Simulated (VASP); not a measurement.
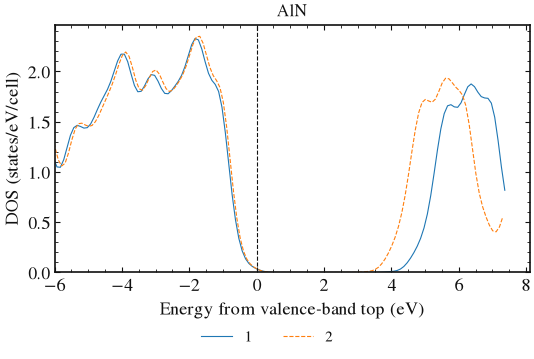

Total densities of states of AlN, space group P6_3/mmc, 4 atoms in the cell (a = 3.301 Å, c = 4.138 Å (hexagonal axes)), by two methods on the same cell. The DOS curves are built from the levels of the k mesh with Gaussians 0.55 eV wide, which also blur the band edges; ripples of that width can come from the mesh. Each is counted from its own valence-band top.

Which curve is which? The methods: r2SCAN, PBEsol.

Answer. 1 is r2SCAN; 2 is PBEsol. r2SCAN gives a gap of 4.02 eV and PBEsol gives a gap of 3.35 eV.

Settings. r2SCAN: VASP PAW PBE potentials, release 64 (Al, N), no spin polarisation, no spin-orbit coupling, 9×9×6 k mesh, 520 eV cutoff, Gaussian smearing of 0.02 eV (VASP). PBEsol: VASP PAW PBE potentials, release 64 (Al, N), no spin polarisation, no spin-orbit coupling, 9×9×6 k mesh, 520 eV cutoff, Gaussian smearing of 0.02 eV (VASP).

Gaps are the smallest over all k points computed. The PAW data sets were made with another functional. LDA, GGA and most meta-GGA functionals understate gaps. The usual form of AlN is wurtzite. The cell was derived from a database entry in an earlier step, so it needn't be the measured one.
